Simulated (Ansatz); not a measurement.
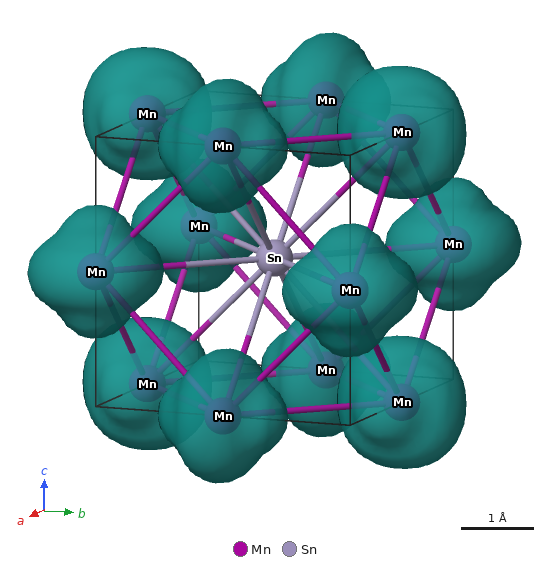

*Mn3Sn. Isosurface of the magnetisation density (up minus down) at +0.15 e/Å³ (teal), seen slightly off an axis. Sticks mark near contacts.*

Space group Pm-3m; a structure generated by program, which may or may not match a known phase; the SCF solution may not be the lowest one; the program warned that another magnetic order may lie lower; spin-polarised.

All numbers below come from DFT PBE, scalar-relativistic, plane waves, PAW in Ansatz.

Core electrons are frozen (PAW), and the valence fields are smoothed inside the atomic spheres.

Question: Where is the spin, and how is it ordered?

Answer: The spin density sits on Mn: +2.4 μB (×3) in one cell of 4 atoms, with smaller moments on other sites: Sn (up to −0.09 μB): parallel main moments (a ferromagnetic arrangement) in this solution. The cell of the calculation (4 atoms) carries 7.1 μB of net spin moment.
